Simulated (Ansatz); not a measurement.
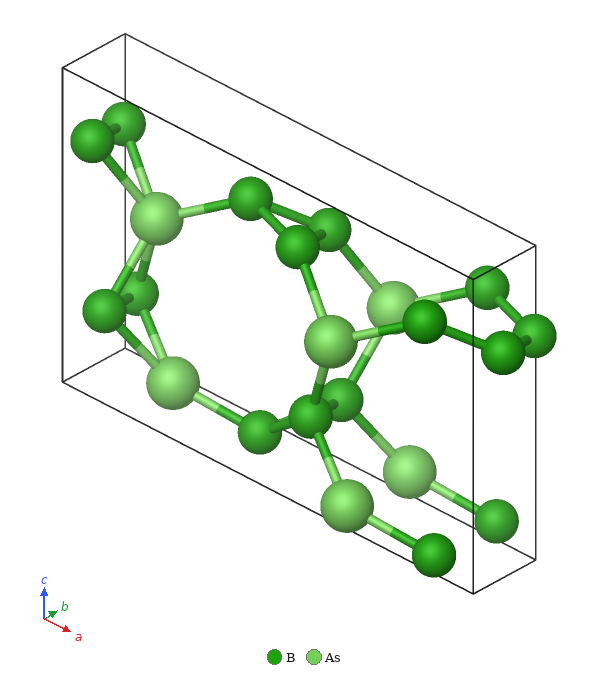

The image is a ball-and-stick drawing of a crystal, viewed slightly off an axis. The lines enclose the conventional unit cell; boundary atoms appear with their images. Cell: a = 9.39 Å, b = 3.54 Å, c = 6.33 Å, α = 90.00°, β = 112.85°, γ = 90.00°.

The model was built from a structure type filled with these elements by a generator (whether the compound takes this form wasn't checked). Earlier steps of the study may have refined or changed the cell and positions. A calculation with Ansatz used it as input.

Summary of the structure:

Chemical formula B3As. Space group: Cm (No. 8). Lattice: base-centred monoclinic. The cell has 16 atoms, namely 12 B, 4 As. Each As atom has five B at about 2.0 to 2.1 Å around it. Counting atoms within bonding range gives coordination numbers of B 4 to 5 (mean 4.7). The bonds build a three-dimensional framework.

Computational set-up: DFT PBE, scalar-relativistic, plane waves, PAW (Ansatz 0.2.0), cutoff 420 eV, k-points about 0.18 Å⁻¹ apart, Gaussian smearing of 0.1 eV, no spin polarisation.

What is the band gap, if any?

A metal: bands cross the Fermi level.

How charged are the atoms, by the Bader scheme?

B -0.02 to +0.14 e; As -0.16 to -0.07 e.

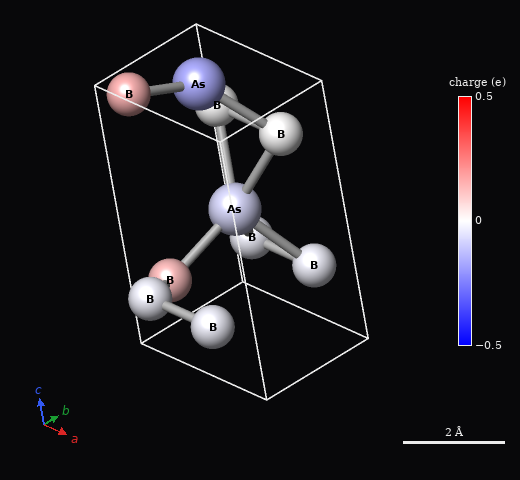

The atoms coloured by those charges. The run's cell of 8 atoms is drawn in a reduced setting, so axes and origin can differ from the first picture.

Has the structure come to rest?

Yes. The largest force is 0.01 eV/Å. The pressure is 0.0 GPa, close to zero.
